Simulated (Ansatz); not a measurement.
## Geometry relaxation, with input and output: SnSe (part 2 of 2)

Continued. System: SnSe (Pnma, 8 atoms in the cell). Method: DFT PBE+D3(BJ), scalar-relativistic, plane waves, PAW, no spin polarisation (Ansatz 0.2.0); cutoff 420 eV, 4×8×8 k-mesh, Gaussian smearing of 0.02 eV. The structure derives from an entry of the Crystallography Open Database. It belongs to a series of runs on one base structure; here: volume × 0.97, shape and atoms relaxed.

Geometry of the input (Å; fractional positions):
```
11.3656  0.0000  0.0000
0.0000  4.1254  0.0000
0.0000  0.0000  4.3420
Sn 0.1176  0.2500  0.0953
Sn 0.3824  0.7500  0.5953
Sn 0.6176  0.2500  0.4047
Sn 0.8824  0.7500  0.9047
Se 0.3570  0.2500  0.0230
Se 0.1430  0.7500  0.5230
Se 0.8570  0.2500  0.4770
Se 0.6430  0.7500  0.9770
```

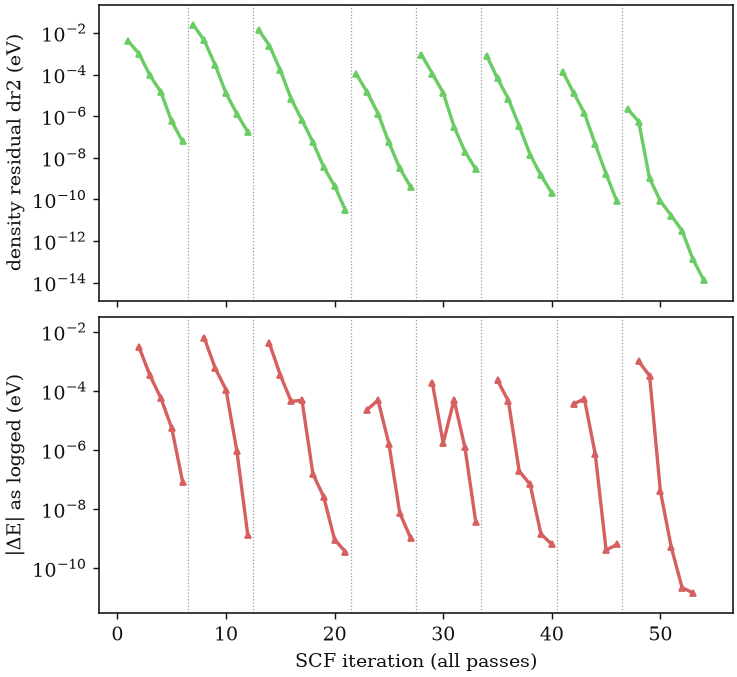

Figure 1. Convergence of the self-consistent field: density residual dr2 and size of the energy change against the SCF iteration. The dotted lines part the SCF passes of the relaxation: geometry steps, rejected trials and re-solves on a re-selected basis. The 8 passes take 6 to 9 iterations each, 54 in all.

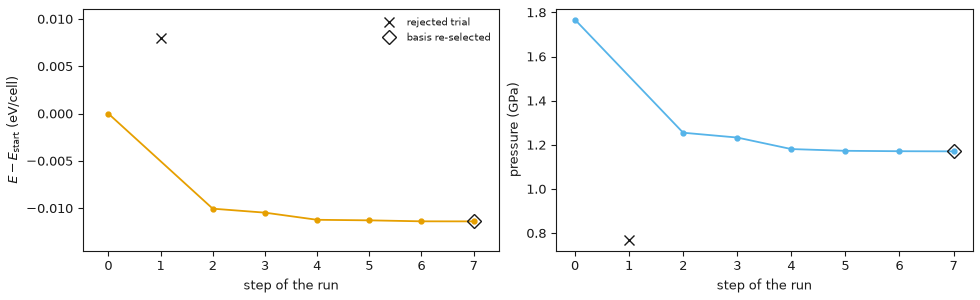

Figure 2. Progress of the relaxation, step by step (the first geometry is step 0 here and step 1 in the log).

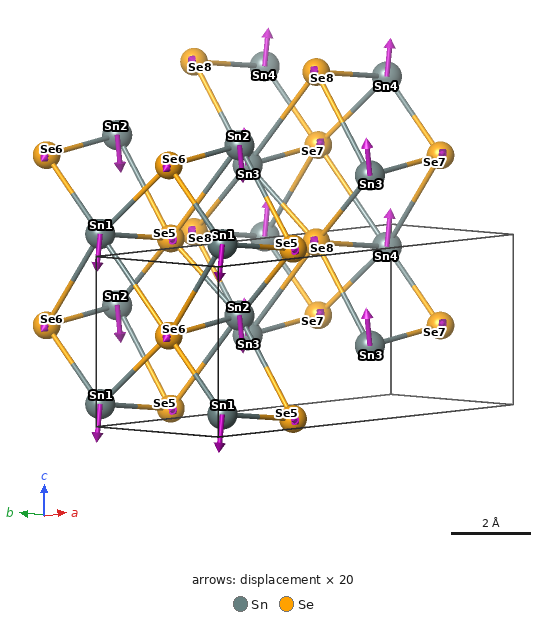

Figure 3. The starting structure with the displacements (without the part carried along by the change of the cell) as pink arrows, magnified 20 times (ball-and-stick view of the cell of the calculation, repeated 1 × 2 × 2, seen at an oblique angle). The largest moves relative to the cell, 0.050 Å, are those of Sn1, Sn2, Sn3 and Sn4. By element the largest moves are Sn 0.050 Å, Se 0.013 Å. The drawn cell changes at constant volume: a 11.366 → 11.374 Å (+0.1 %), b 4.125 → 4.149 Å (+0.6 %), c 4.342 → 4.314 Å (−0.6 %). Among the contacts that change: Sn1–Se6 3.242 → 3.206 Å, Sn1–Se5 2.739 → 2.754 Å. The space group stays Pnma (No. 62). The energy falls by 11.4 meV per cell of the calculation in 6 geometry steps. The largest force component goes from 0.14 to 0.00063 eV/Å. Pressure: 1.77 GPa at the start and 1.17 GPa at the end. The line search rejected the trial step at point 1 (counted from 0) and went back. A last SCF at the same geometry on a re-selected plane-wave basis shifts the energy by next to nothing (0.0 meV per cell of the calculation). (Atoms are counted from 1 in the order of the input.)

```
basis re-selected at this cell: Δ(F+E_penalty+E_count) = -6.620e-6 eV, ΔP = -0.001 GPa vs the last step (what re-selecting the basis moved, of the pressure what is left beyond the Pulay correction that the steps carried, after the strain that the cell walked since its last selection, with what the two solves' SCF thresholds leave and, on support functions, any second-order correction that the steps lacked; it is no measure of the basis error at this ecutwfc). This SCF's stress stands 8.61e-3 GPa from its target on what of the cell is left free (relax.cell.stress_tol is 1.00e-1 GPa) and its largest allowed force component is 6.31e-4 eV/Å (relax.f_tol is 1.00e-2 eV/Å): within both
SCF converged after 8 iterations
Free energy (F): -45979.494842 eV
Harris-Foulkes:  -45979.494842 eV  (|F-HF|=0.00e0)
Internal energy: -45979.494842 eV  (E = F + TS)
E sigma→0 (E₀):  -45979.494842 eV
Fermi energy:    9.982298 eV
--- Per-component energies (eV) ---
  E_band       = -1802.568821
  E_kinetic    = 1219.667924
  E_local      = -12824.327283  (includes V_loc(G=0)·N_el)
  E_nonlocal   = -2513.825162
  E_hartree    = 6812.821003
  E_xc         = -1951.891042
  E_vxc        = -781.962530  (∫ρ·V_xc dr)
  E_paw        = -24179.803921  (= ΣΔE_a)
  E_vpaw       = -527.761451  (= ΣTr[D̂ρ^β])
  E_aug_tail   = -0.002334  (compensation charges beyond the density's cutoff)
  E_ewald      = -12539.092777
  E_disp       = -3.041249  (pairwise vdW)
  E_smearing   = -0.000000  (= −TS)
  E_closure    = -0.000000  (closes the sum)
  Σ components = -45979.494842   (vs F -45979.494842, Δ=0.00e0)
--- Forces (eV/Å), atoms counted from 1 ---
  atom   1  Sn    -0.00022270    -0.00000000     0.00026697
  atom   2  Sn     0.00022270    -0.00000000     0.00026697
  atom   3  Sn    -0.00022270     0.00000000    -0.00026697
  atom   4  Sn     0.00022270     0.00000000    -0.00026697
  atom   5  Se     0.00063066     0.00000000    -0.00003286
  atom   6  Se    -0.00063066     0.00000000    -0.00003286
  atom   7  Se     0.00063066    -0.00000000     0.00003286
  atom   8  Se    -0.00063066    -0.00000000     0.00003286
  max |Σ_I F_I| component: 1.63e-19 eV/Å
--- Stress (GPa, compression-positive) ---
        1.179040       0.000000       0.000000
        0.000000       1.165540      -0.000000
        0.000000      -0.000000       1.166719
  P = ⅓ Tr σ = 1.1704 GPa (11.704 kbar)
--- Band table (eV; the first three rows and the last of 75) ---
  k-point 0: bands = ["-37.7126", "-37.7125", "-37.7125", "-37.7124", "-37.7108", "-37.7107", "-37.7106", "-37.7106", "-37.6978", "-37.6977", "-37.6977", "-37.6975", "-37.6953", "-37.6951", "-37.6951", "-37.6949", "-37.6911", "-37.6910", "-37.6909", "-37.6908", "-11.6818", "-11.6683", "-11.6657", "-11.6629", "-11.6602", "-11.6590", "-11.6553", "-11.6505", "-11.6490", "-11.6473", "-11.6450", "-11.6447", "-11.6324", "-11.6258", "-11.6165", "-11.6060", "-11.6056", "-11.5967", "-11.5848", "-11.5751", "-4.2650", "-3.8567", "-3.2111", "-2.6205", "2.4760", "3.7653", "3.9736", "4.7236", "4.8259", "6.1552", "6.1692", "6.4056", "6.7500", "6.8521", "7.2521", "7.8245", "8.0565", "8.3688", "8.9905", "9.1190", "10.2008", "12.8247", "12.9287", "12.9782", "13.1717", "13.2334", "14.2288", "14.2749", "14.3116", "14.6839", "15.0522", "15.5874"]
  k-point 1: bands = ["-37.7126", "-37.7125", "-37.7125", "-37.7124", "-37.7108", "-37.7107", "-37.7106", "-37.7106", "-37.6978", "-37.6977", "-37.6977", "-37.6975", "-37.6953", "-37.6951", "-37.6951", "-37.6949", "-37.6911", "-37.6910", "-37.6909", "-37.6908", "-11.6808", "-11.6667", "-11.6658", "-11.6617", "-11.6605", "-11.6603", "-11.6558", "-11.6504", "-11.6498", "-11.6465", "-11.6458", "-11.6426", "-11.6314", "-11.6262", "-11.6165", "-11.6065", "-11.6053", "-11.5972", "-11.5844", "-11.5755", "-4.1897", "-3.7888", "-3.1858", "-2.6266", "2.1900", "3.5484", "3.6823", "4.3927", "4.7015", "6.2525", "6.2842", "6.7764", "6.8547", "7.3416", "7.3777", "7.8642", "8.1139", "8.7179", "8.8481", "9.1538", "10.2185", "12.2081", "12.7100", "13.0473", "13.0566", "13.2125", "13.8087", "14.1660", "14.2144", "14.3054", "15.0000", "15.0741"]
  k-point 2: bands = ["-37.7126", "-37.7125", "-37.7125", "-37.7124", "-37.7107", "-37.7107", "-37.7106", "-37.7106", "-37.6978", "-37.6977", "-37.6976", "-37.6975", "-37.6952", "-37.6951", "-37.6951", "-37.6949", "-37.6911", "-37.6910", "-37.6909", "-37.6908", "-11.6780", "-11.6663", "-11.6632", "-11.6631", "-11.6624", "-11.6594", "-11.6558", "-11.6516", "-11.6506", "-11.6484", "-11.6432", "-11.6376", "-11.6299", "-11.6270", "-11.6160", "-11.6078", "-11.6043", "-11.5986", "-11.5833", "-11.5765", "-3.9771", "-3.5971", "-3.1441", "-2.6672", "1.6561", "2.7907", "3.1173", "3.9057", "4.7944", "6.5551", "6.6143", "7.1520", "7.4009", "7.5671", "7.7508", "8.2336", "8.5250", "8.6657", "9.0848", "9.3771", "10.5409", "11.1536", "11.7413", "12.0131", "12.7612", "12.8305", "13.2457", "13.3077", "14.2051", "14.3904", "14.5764", "14.9369"]
  k-point 74: bands = ["-37.7125", "-37.7125", "-37.7125", "-37.7125", "-37.7105", "-37.7105", "-37.7105", "-37.7105", "-37.6976", "-37.6976", "-37.6976", "-37.6976", "-37.6951", "-37.6951", "-37.6951", "-37.6951", "-37.6909", "-37.6909", "-37.6909", "-37.6909", "-11.6830", "-11.6830", "-11.6830", "-11.6830", "-11.6540", "-11.6540", "-11.6540", "-11.6540", "-11.6374", "-11.6374", "-11.6374", "-11.6374", "-11.6137", "-11.6137", "-11.6137", "-11.6137", "-11.5921", "-11.5921", "-11.5921", "-11.5921", "-2.8090", "-2.8090", "-2.8090", "-2.8090", "2.9866", "2.9866", "2.9866", "2.9866", "4.8229", "4.8229", "4.8229", "4.8229", "5.7013", "5.7013", "5.7013", "5.7013", "8.0845", "8.0845", "8.0845", "8.0845", "12.1046", "12.1046", "12.1046", "12.1046", "14.7690", "14.7690", "14.7690", "14.7690", "16.3821", "16.3821", "16.3821", "16.3821"]
--- Relaxed structure (7 steps of the walk, 6 accepted, 1 SCFs on fresh bases) ---
  F+E_penalty+E_count = -45979.49484227 eV   max|allowed force component| = 6.307e-4 eV/Å   (the final SCF, on the basis selected at the relaxed cell)
  cell:  # Å, volume = 203.5880 Å³
    - [11.373646631857497, 0.0, 0.0]
    - [0.0, 4.148965247941384, 0.0]
    - [0.0, 0.0, 4.314322410880803]
  atoms:
    - { symbol: Sn, position: [0.11699436723004253, 0.24999999999999997, 0.08398835279932101] }
    - { symbol: Sn, position: [0.3830056327699574, 0.75, 0.5839883527993209] }
    - { symbol: Sn, position: [0.6169943672300424, 0.24999999999999997, 0.4160116472006789] }
    - { symbol: Sn, position: [0.8830056327699576, 0.75, 0.9160116472006788] }
    - { symbol: Se, position: [0.35793727064955466, 0.24999999999999997, 0.02132163537628678] }
    - { symbol: Se, position: [0.14206272935044525, 0.75, 0.5213216353762867] }
    - { symbol: Se, position: [0.8579372706495548, 0.24999999999999997, 0.4786783646237131] }
    - { symbol: Se, position: [0.6420627293504452, 0.75, 0.978678364623713] }
```

### Trajectory as extended XYZ (Å, eV, eV/Å), 8 frames, from step=1 to step=8
```
8
Lattice="11.3656 0.0000 0.0000 0.0000 4.1254 0.0000 0.0000 0.0000 4.3420" Properties=species:S:1:pos:R:3:forces:R:3 step=1 energy=-45979.48345 pressure_GPa=1.77
Sn    1.3369    1.0314    0.4140   -0.1380   0.0000  -0.0884
Sn    4.3459    3.0941    2.5850    0.1380   0.0000  -0.0884
Sn    7.0197    1.0314    1.7570   -0.1380   0.0000   0.0884
Sn   10.0287    3.0941    3.9280    0.1380   0.0000   0.0884
Se    4.0573    1.0314    0.1000    0.0904   0.0000   0.0715
Se    1.6255    3.0941    2.2710   -0.0904   0.0000   0.0715
Se    9.7401    1.0314    2.0710    0.0904   0.0000  -0.0715
Se    7.3083    3.0941    4.2420   -0.0904   0.0000  -0.0715
8
Lattice="11.2845 0.0000 0.0000 0.0000 4.1418 0.0000 0.0000 0.0000 4.3559" Properties=species:S:1:pos:R:3:forces:R:3 step=2 energy=-45979.47546 pressure_GPa=0.77 accepted=F
Sn    1.2870    1.0354    0.3487    0.1817   0.0000   0.0554
Sn    4.3552    3.1063    2.5266   -0.1817   0.0000   0.0554
Sn    6.9292    1.0354    1.8293    0.1817   0.0000  -0.0554
Sn    9.9975    3.1063    4.0073   -0.1817   0.0000  -0.0554
Se    4.0511    1.0354    0.0576   -0.1200   0.0000   0.0073
Se    1.5912    3.1063    2.2356    0.1200   0.0000   0.0073
Se    9.6933    1.0354    2.1203   -0.1200   0.0000  -0.0073
Se    7.2334    3.1063    4.2983    0.1200   0.0000  -0.0073
8
Lattice="11.3458 0.0000 0.0000 0.0000 4.1345 0.0000 0.0000 0.0000 4.3400" Properties=species:S:1:pos:R:3:forces:R:3 step=3 energy=-45979.49350 pressure_GPa=1.25
Sn    1.3155    1.0336    0.3956    0.0077   0.0000  -0.0145
Sn    4.3574    3.1009    2.5656   -0.0077   0.0000  -0.0145
Sn    6.9884    1.0336    1.7744    0.0077   0.0000   0.0145
Sn   10.0303    3.1009    3.9445   -0.0077   0.0000   0.0145
Se    4.0587    1.0336    0.0994   -0.0023   0.0000   0.0115
Se    1.6142    3.1009    2.2694    0.0023   0.0000   0.0115
Se    9.7316    1.0336    2.0706   -0.0023   0.0000  -0.0115
Se    7.2870    3.1009    4.2406    0.0023   0.0000  -0.0115
8
Lattice="11.3531 0.0000 0.0000 0.0000 4.1384 0.0000 0.0000 0.0000 4.3331" Properties=species:S:1:pos:R:3:forces:R:3 step=4 energy=-45979.49392 pressure_GPa=1.23
Sn    1.3177    1.0346    0.3896    0.0110   0.0000  -0.0143
Sn    4.3588    3.1038    2.5561   -0.0110   0.0000  -0.0143
Sn    6.9943    1.0346    1.7770    0.0110   0.0000   0.0143
Sn   10.0354    3.1038    3.9436   -0.0110   0.0000   0.0143
Se    4.0619    1.0346    0.0972   -0.0071   0.0000   0.0133
Se    1.6146    3.1038    2.2638    0.0071   0.0000   0.0133
Se    9.7385    1.0346    2.0693   -0.0071   0.0000  -0.0133
Se    7.2912    3.1038    4.2359    0.0071   0.0000  -0.0133
8
Lattice="11.3772 0.0000 0.0000 0.0000 4.1464 0.0000 0.0000 0.0000 4.3156" Properties=species:S:1:pos:R:3:forces:R:3 step=5 energy=-45979.49468 pressure_GPa=1.18
Sn    1.3270    1.0366    0.3729    0.0091   0.0000  -0.0064
Sn    4.3616    3.1098    2.5307   -0.0091   0.0000  -0.0064
Sn    7.0156    1.0366    1.7849    0.0091   0.0000   0.0064
Sn   10.0502    3.1098    3.9427   -0.0091   0.0000   0.0064
Se    4.0713    1.0366    0.0965   -0.0076   0.0000   0.0043
Se    1.6173    3.1098    2.2543    0.0076   0.0000   0.0043
Se    9.7599    1.0366    2.0613   -0.0076   0.0000  -0.0043
Se    7.3059    3.1098    4.2191    0.0076   0.0000  -0.0043
8
Lattice="11.3728 0.0000 0.0000 0.0000 4.1491 0.0000 0.0000 0.0000 4.3145" Properties=species:S:1:pos:R:3:forces:R:3 step=6 energy=-45979.49473 pressure_GPa=1.17
Sn    1.3326    1.0373    0.3623    0.0000   0.0000  -0.0041
Sn    4.3538    3.1118    2.5196    0.0000   0.0000  -0.0041
Sn    7.0190    1.0373    1.7949    0.0000   0.0000   0.0041
Sn   10.0403    3.1118    3.9522    0.0000   0.0000   0.0041
Se    4.0745    1.0373    0.0910   -0.0132   0.0000   0.0057
Se    1.6120    3.1118    2.2483    0.0132   0.0000   0.0057
Se    9.7609    1.0373    2.0663   -0.0132   0.0000  -0.0057
Se    7.2984    3.1118    4.2235    0.0132   0.0000  -0.0057
8
Lattice="11.3736 0.0000 0.0000 0.0000 4.1490 0.0000 0.0000 0.0000 4.3143" Properties=species:S:1:pos:R:3:forces:R:3 step=7 energy=-45979.49484 pressure_GPa=1.17
Sn    1.3307    1.0372    0.3624   -0.0002   0.0000   0.0003
Sn    4.3562    3.1117    2.5195    0.0002   0.0000   0.0003
Sn    7.0175    1.0372    1.7948   -0.0002   0.0000  -0.0003
Sn   10.0430    3.1117    3.9520    0.0002   0.0000  -0.0003
Se    4.0711    1.0372    0.0920    0.0006   0.0000   0.0000
Se    1.6158    3.1117    2.2492   -0.0006   0.0000   0.0000
Se    9.7579    1.0372    2.0652    0.0006   0.0000   0.0000
Se    7.3026    3.1117    4.2223   -0.0006   0.0000   0.0000
8
Lattice="11.3736 0.0000 0.0000 0.0000 4.1490 0.0000 0.0000 0.0000 4.3143" Properties=species:S:1:pos:R:3:forces:R:3 step=8 energy=-45979.49484 pressure_GPa=1.17
Sn    1.3307    1.0372    0.3624   -0.0002   0.0000   0.0003
Sn    4.3562    3.1117    2.5195    0.0002   0.0000   0.0003
Sn    7.0175    1.0372    1.7948   -0.0002   0.0000  -0.0003
Sn   10.0430    3.1117    3.9520    0.0002   0.0000  -0.0003
Se    4.0711    1.0372    0.0920    0.0006   0.0000   0.0000
Se    1.6158    3.1117    2.2492   -0.0006   0.0000   0.0000
Se    9.7579    1.0372    2.0652    0.0006   0.0000   0.0000
Se    7.3026    3.1117    4.2223   -0.0006   0.0000   0.0000
```
